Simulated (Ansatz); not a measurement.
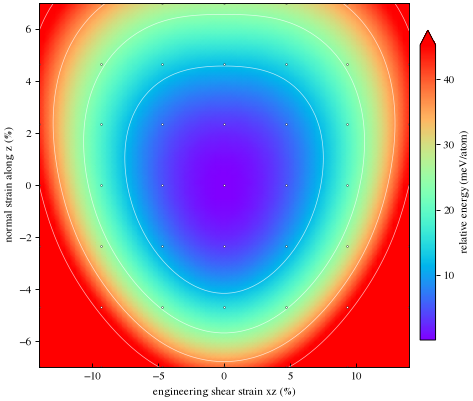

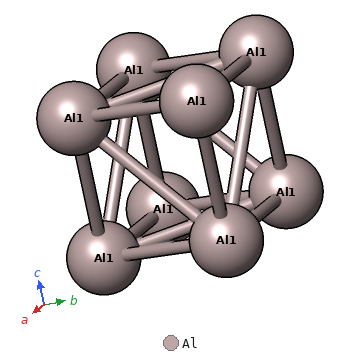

Energy landscape of Al (Fm-3m, No. 225; 1 atom in the cell). The energy is mapped over two homogeneous strains (x, y and z along the cube axes). Coordinates scanned: (1) engineering shear strain xz; (2) normal strain along z. Nothing is relaxed (symmetry fixes all fractional coordinates). The scan uses a 7 × 7 grid; 28 points were computed and 21 follow by symmetry. Points are written as (first, second). Energies: meV/atom, counted from the lowest grid point. Method: DFT LDA+D3(BJ), scalar-relativistic, plane waves, PAW in Ansatz. Settings: cutoff 420 eV, k-mesh 20×20×20, gaussian smearing 0.15 eV, no spin polarisation.

Drawn: a smooth colour map with a few white contour lines, dots at the grid points, one colour for all values above the top of the scale. Between grid points the surface is interpolated. The second picture is the structure at the lowest point

**Where are the wells?**

The lowest grid point is at (0.0 %, 0.00 %). No other kind of well shows on this grid. The highest grid point, (−14.0 %, −7.00 %), lies 120 meV/atom above the lowest. Round the minimum the two coordinates are nearly uncoupled.

The values on the grid:

```
normal strain along z ↓, engineering shear strain xz →  −14.0  −9.3  −4.7  0.0  4.7  9.3  14.0
                                                  7.00     52    37    29   27   29   37    52
                                                  4.67     44    25    15   12   15   25    44
                                                  2.33     43    19     7    3    7   19    43
                                                  0.00     48    20     5    0    5   20    48
                                                 −2.33     61    27    10    3   10   27    61
                                                 −4.67     85    45    23   16   23   45    85
                                                 −7.00    120    73    47   39   47   73   120
```

Each point was launched as `ansatz run input.yaml --threads 1 --pin off --max-ram 2048MiB --backend cpu --events-out ev --progress --plain --runs-dir out`. The whole map (28 points run) took 8.7 min on 1 thread of Arm Neoverse N1, with other jobs on the host.

PAW datasets: the set soft_1.
